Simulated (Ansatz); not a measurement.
**Single-point calculation of LiNbO₃ (part 2 of 2)**

Continued. System: LiNbO₃ (40 atoms in the cell). Method: DFT PBE, scalar-relativistic, plane waves, PAW, no spin polarisation (Ansatz 0.2.0); cutoff 420 eV, 3×3×3 k-mesh, Gaussian smearing of 0.05 eV. The structure derives from an entry of the Crystallography Open Database.

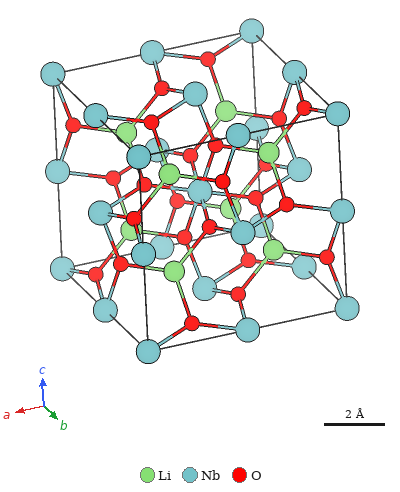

**Figure 1.** The structure as given in the input (ball-and-stick view of the cell of the calculation, seen at an oblique angle). An atom can appear more than once, as a periodic image.

### What the program printed, continued
```
  k-point 0: bands = ["-46.4428", "-46.4367", "-46.4367", "-46.4367", "-46.4306", "-46.4306", "-46.4306", "-46.4246", "-34.8097", "-34.8090", "-34.8090", "-34.8090", "-34.8080", "-34.8080", "-34.8080", "-34.8072", "-22.7670", "-22.7670", "-22.7670", "-22.7604", "-22.7604", "-22.7604", "-22.7487", "-22.7487", "-22.7487", "-22.7483", "-22.7483", "-22.7308", "-22.5527", "-22.5527", "-22.5436", "-22.5436", "-22.5436", "-22.5208", "-22.5208", "-22.5208", "-22.5163", "-22.5163", "-22.5163", "-22.5117", "-9.3195", "-9.0054", "-9.0054", "-9.0054", "-8.7937", "-8.7937", "-8.7141", "-8.7141", "-8.7141", "-8.6826", "-8.6826", "-8.6826", "-7.6950", "-7.6950", "-7.6950", "-7.5771", "-7.5771", "-7.5771", "-7.5426", "-7.5426", "-7.5426", "-7.4170", "-7.4170", "-7.4072", "2.8315", "2.8315", "2.8315", "2.8592", "2.8592", "3.0077", "3.0077", "3.0077", "3.1327", "3.1843", "3.1843", "3.1843", "3.2991", "3.2991", "3.4780", "3.4780", "3.4780", "4.4788", "4.9033", "4.9033", "4.9033", "5.2941", "5.2941", "5.2941", "5.5748", "5.5748", "5.5915", "5.5915", "5.5915", "5.6343", "5.6343", "5.6343", "5.9414", "5.9414", "5.9414", "5.9482", "5.9482", "5.9482", "6.2434", "6.2965", "6.2965", "6.2965", "6.4045", "6.4430", "6.4430", "6.4430", "6.5556", "6.5556", "6.5556", "6.7932", "6.7932", "6.7932", "6.9651", "6.9651", "6.9651", "7.0356", "7.4082", "7.4082", "7.4082", "7.4105", "7.4105", "7.5147", "7.5147", "7.5160", "7.5160", "7.5160", "7.5855", "7.5855", "7.5855", "7.6461", "7.6461", "7.8502", "10.5326", "10.5326", "10.5326", "10.5929", "10.5929", "10.7255", "11.5715", "11.5715", "11.5715", "11.9467", "11.9467", "11.9467", "12.4018", "12.4018", "12.4018", "12.7089", "12.7089", "13.1083", "13.1083", "13.1083", "13.4055", "13.4055"]
  k-point 1: bands = ["-46.4413", "-46.4382", "-46.4352", "-46.4352", "-46.4321", "-46.4321", "-46.4291", "-46.4261", "-34.8095", "-34.8091", "-34.8087", "-34.8087", "-34.8082", "-34.8082", "-34.8078", "-34.8074", "-22.7638", "-22.7638", "-22.7583", "-22.7583", "-22.7578", "-22.7514", "-22.7459", "-22.7412", "-22.7117", "-22.6996", "-22.6996", "-22.6869", "-22.6014", "-22.5900", "-22.5900", "-22.5775", "-22.5504", "-22.5457", "-22.5252", "-22.5252", "-22.5227", "-22.5227", "-22.5191", "-22.5179", "-9.2021", "-9.0593", "-8.8742", "-8.8742", "-8.7688", "-8.7547", "-8.7547", "-8.7159", "-8.5873", "-8.4935", "-8.4935", "-8.4145", "-8.0275", "-7.9080", "-7.9080", "-7.7713", "-7.6574", "-7.6574", "-7.5904", "-7.5904", "-7.5358", "-7.5079", "-7.4553", "-7.4420", "2.8570", "2.8792", "2.9964", "2.9964", "3.0320", "3.0320", "3.1966", "3.1993", "3.2481", "3.4978", "3.4978", "3.5095", "3.5842", "3.6003", "3.6726", "3.9521", "3.9521", "4.3505", "4.3553", "4.3553", "4.4579", "4.5419", "5.0226", "5.1222", "5.1222", "5.1846", "5.4644", "5.4644", "5.5303", "5.5303", "5.6994", "5.8096", "5.8096", "5.9151", "6.0470", "6.0470", "6.0606", "6.1103", "6.1440", "6.2275", "6.2275", "6.2542", "6.3013", "6.3013", "6.3196", "6.4147", "6.6622", "6.6622", "6.6691", "6.7706", "6.9002", "6.9002", "6.9079", "6.9757", "7.0821", "7.0821", "7.0940", "7.1632", "7.1632", "7.2322", "7.2755", "7.2755", "7.2853", "7.4234", "7.5272", "7.5752", "7.5805", "7.5805", "7.6288", "7.6867", "7.7153", "7.7400", "10.5740", "10.6320", "11.0947", "11.0947", "11.1332", "11.3050", "11.6532", "11.6532", "11.7318", "11.9663", "12.1171", "12.1171", "12.2441", "12.3119", "12.3119", "12.4699", "12.9668", "13.0232", "13.0499", "13.0499", "13.2685", "13.2685"]
  k-point 2: bands = ["-46.4398", "-46.4367", "-46.4367", "-46.4337", "-46.4337", "-46.4306", "-46.4306", "-46.4276", "-34.8093", "-34.8089", "-34.8089", "-34.8085", "-34.8085", "-34.8080", "-34.8080", "-34.8076", "-22.7608", "-22.7556", "-22.7556", "-22.7498", "-22.7102", "-22.7096", "-22.7096", "-22.6983", "-22.6973", "-22.6973", "-22.6958", "-22.6828", "-22.6061", "-22.5959", "-22.5924", "-22.5924", "-22.5892", "-22.5793", "-22.5793", "-22.5737", "-22.5288", "-22.5269", "-22.5269", "-22.5247", "-9.0699", "-8.9267", "-8.9267", "-8.7976", "-8.6440", "-8.6216", "-8.5325", "-8.5325", "-8.5178", "-8.4622", "-8.4622", "-8.4063", "-7.9867", "-7.9867", "-7.9587", "-7.9070", "-7.8657", "-7.8657", "-7.8452", "-7.7646", "-7.6268", "-7.5473", "-7.5473", "-7.4874", "2.9945", "3.0357", "3.0464", "3.0464", "3.4618", "3.4854", "3.4854", "3.4930", "3.5350", "3.6675", "3.6971", "3.6971", "3.7330", "3.9576", "3.9766", "3.9766", "4.1690", "4.3705", "4.3705", "4.4613", "4.5339", "4.5834", "4.6152", "4.6152", "4.6892", "4.6892", "5.0484", "5.0662", "5.1999", "5.2300", "5.4380", "5.4380", "5.5837", "5.5837", "5.7697", "5.8346", "5.8510", "6.0969", "6.0969", "6.1593", "6.2611", "6.2870", "6.2870", "6.3772", "6.4329", "6.4329", "6.4397", "6.5111", "6.8001", "6.9045", "6.9135", "6.9135", "6.9836", "7.0091", "7.0091", "7.0646", "7.0880", "7.2358", "7.2651", "7.2651", "7.2844", "7.2844", "7.3534", "7.3856", "7.4106", "7.4106", "7.4954", "7.6075", "7.6853", "7.6853", "7.6981", "7.7559", "11.1358", "11.1358", "11.2086", "11.2344", "11.5579", "11.6997", "11.7681", "11.7827", "11.7827", "12.1242", "12.1242", "12.2414", "12.2750", "12.2750", "12.3023", "12.6540", "12.6973", "12.6973", "12.8647", "12.9875", "13.0284", "13.3121"]
  k-point 5: bands = ["-46.4382", "-46.4352", "-46.4352", "-46.4352", "-46.4322", "-46.4321", "-46.4321", "-46.4291", "-34.8091", "-34.8087", "-34.8087", "-34.8087", "-34.8083", "-34.8083", "-34.8082", "-34.8078", "-22.7091", "-22.7091", "-22.7075", "-22.7064", "-22.7064", "-22.7055", "-22.7036", "-22.7015", "-22.6932", "-22.6927", "-22.6927", "-22.6779", "-22.6057", "-22.6038", "-22.6004", "-22.6004", "-22.5982", "-22.5812", "-22.5812", "-22.5812", "-22.5754", "-22.5740", "-22.5740", "-22.5683", "-8.8841", "-8.7006", "-8.7004", "-8.7004", "-8.5228", "-8.5228", "-8.5088", "-8.5072", "-8.4833", "-8.4337", "-8.4337", "-8.4235", "-7.9631", "-7.9484", "-7.9484", "-7.9384", "-7.9294", "-7.9294", "-7.9114", "-7.8689", "-7.8477", "-7.8477", "-7.7945", "-7.7850", "3.4693", "3.5487", "3.5487", "3.5801", "3.5931", "3.5931", "3.6100", "3.6880", "3.7464", "3.7714", "3.8063", "3.8063", "3.8501", "3.9614", "4.2418", "4.2418", "4.2510", "4.3542", "4.3542", "4.3906", "4.4842", "4.5984", "4.5984", "4.6024", "4.7154", "4.7154", "4.8509", "4.9189", "5.0166", "5.1418", "5.1418", "5.2403", "5.2923", "5.3809", "5.3809", "5.4493", "5.4606", "5.5301", "5.5301", "5.8696", "5.8696", "5.8701", "5.8860", "6.0071", "6.1134", "6.1134", "6.1455", "6.2431", "7.0055", "7.0118", "7.0159", "7.0159", "7.1013", "7.2116", "7.2116", "7.2683", "7.3056", "7.3056", "7.3854", "7.4119", "7.4219", "7.4598", "7.4619", "7.4619", "7.5175", "7.5201", "7.5201", "7.6150", "7.6954", "7.6954", "7.7083", "7.7172", "11.4469", "11.4469", "11.4882", "11.5465", "11.6220", "11.7145", "11.9390", "11.9390", "12.0570", "12.2171", "12.2171", "12.3397", "12.3397", "12.3893", "12.4172", "12.7077", "12.7077", "12.7342", "12.7368", "12.7561", "12.9384", "12.9384"]
```

### Summary

```json
{"quantity": "outcome", "value": "converged"}
{"quantity": "space group (tolerance 0.01 Å)", "value": "R-3c (167)"}
{"quantity": "electrons treated", "value": "272"}
{"quantity": "free energy", "value": "−51716.0742 eV"}
{"quantity": "Fermi energy", "value": "9.191 eV"}
{"quantity": "gap on the k-point mesh", "value": "2.68 eV"}
{"quantity": "largest force (length of the vector)", "value": "0.145 eV/Å"}
{"quantity": "hardware", "value": "4 threads of Arm Neoverse V2, 24 GiB of memory available, shared host"}
{"quantity": "wall time", "value": "6.4 s (CPU time 25 s)"}
{"quantity": "peak memory", "value": "1.8 GiB"}
```
